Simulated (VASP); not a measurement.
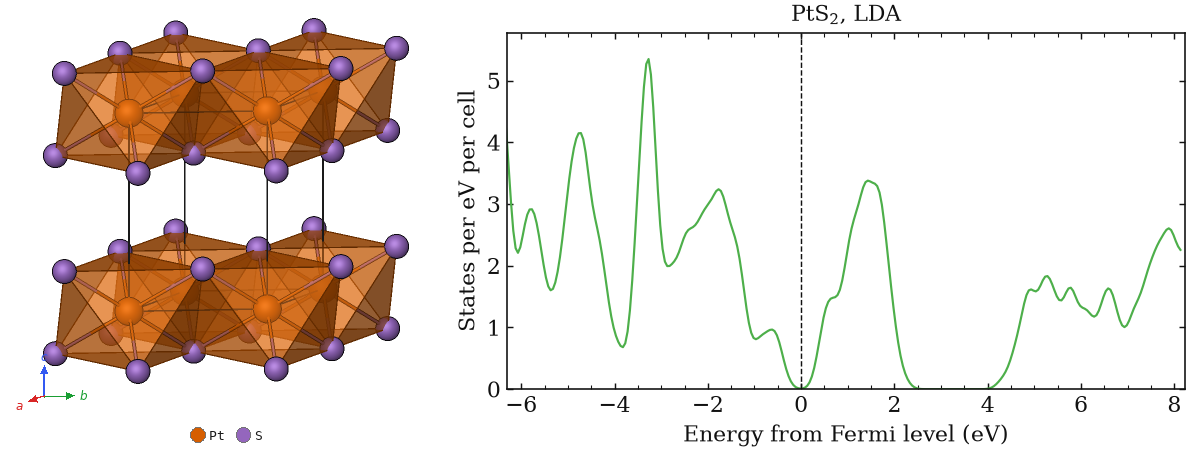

Write a caption that states what the plot shows.

Density of states of PtS₂, space group P-3m1 (No. 164), 3 atoms in the cell, 1T (CdI2) bulk type, beside the structure. Computed with VASP: DFT, LDA, plane waves, PAW, 12×12×6 k mesh, Gaussian smearing of 0.01 eV. Energies are counted from the Fermi level, put mid-gap where there is a gap. The curve is built from the levels of the k mesh with Gaussians 0.3 eV wide, which also blur the band edges.

There is a gap; over the k points computed it is 0.60 eV (indirect; the smallest direct gap is 0.88 eV). Within the window shown, the tallest peak of the filled states lies 3.0 eV under the valence-band top, at about 5.3 states per eV and cell.

The atoms aren't at rest in this cell (largest force 0.3 eV/Å), so the relaxed material can differ. Spin-orbit coupling is left out, which matters for Pt.
